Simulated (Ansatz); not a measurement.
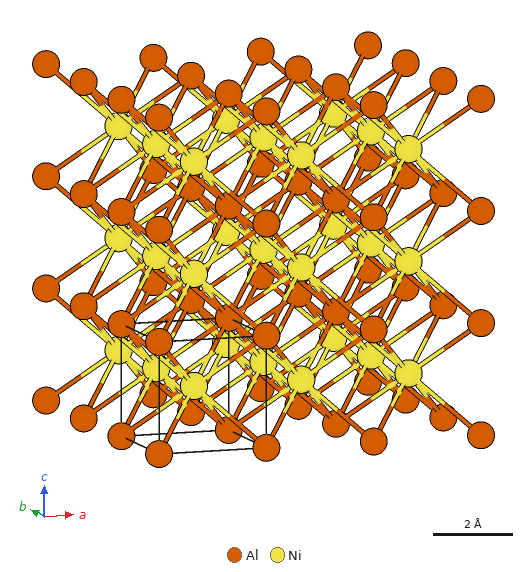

Solid AlNi (set up in Pm-3m), before the relaxation. The picture is a ball-and-stick view of the cell of the calculation, repeated 3 × 3 × 3 with one cell outlined, seen slightly off an axis.

Computed with DFT PBE, scalar-relativistic, plane waves, PAW (Ansatz).

Input file:
```yaml
crystal:
  lattice:
    - [2.881, 0.0, 0.0]
    - [0.0, 2.881, 0.0]
    - [0.0, 0.0, 2.881]
  atoms:
    - { symbol: Al, position: [0.0, 0.0, 0.0] }
    - { symbol: Ni, position: [0.5, 0.5, 0.5] }
basis:
  ecutwfc: 420
kpoints:
  mp_grid: { grid: [14, 14, 14] }
hamiltonian:
  xc: pbe
scf:
  occupations: { method: gaussian, width: 0.1 }
output:
  forces: true
  stress: true
  eigenvalues: true
relax:
  adjacent_minimum: "off"
  f_tol: 0.005
  max_steps: 80
  cell: { stress_tol: 0.05 }
```

Run as
```bash
ansatz run input.yaml --threads 2 --pin off --max-ram 5120MiB --backend cpu --events-out ev --progress --plain --runs-dir out
```

### What does the optimiser find from here?

After 2 accepted moves (3 points after the start) the energy has fallen by 1.9 meV per cell of the calculation. All forces vanish by symmetry, so only the cell relaxes. The pressure goes from 2.08 to 0.02 GPa. The SCF was repeated once at an unchanged geometry on a basis and grid sized afresh for the cell, which shifted the energy by 0.1 meV per cell of the calculation at most. The atoms keep their places relative to the cell (all moves are under 0.005 Å). The volume changes by +1.3 %, with a = b = c 2.881 → 2.893 Å (+0.4 %). Some distances before and after: Al1–Ni2 2.495 → 2.505 Å. The space group stays Pm-3m (No. 221). Cost: 5.4 s on 2 threads of Intel(R) Xeon(R) Platinum 8375C CPU @ 2.90GHz (Ice Lake), with other jobs on the host, peak memory 0.41 GiB.
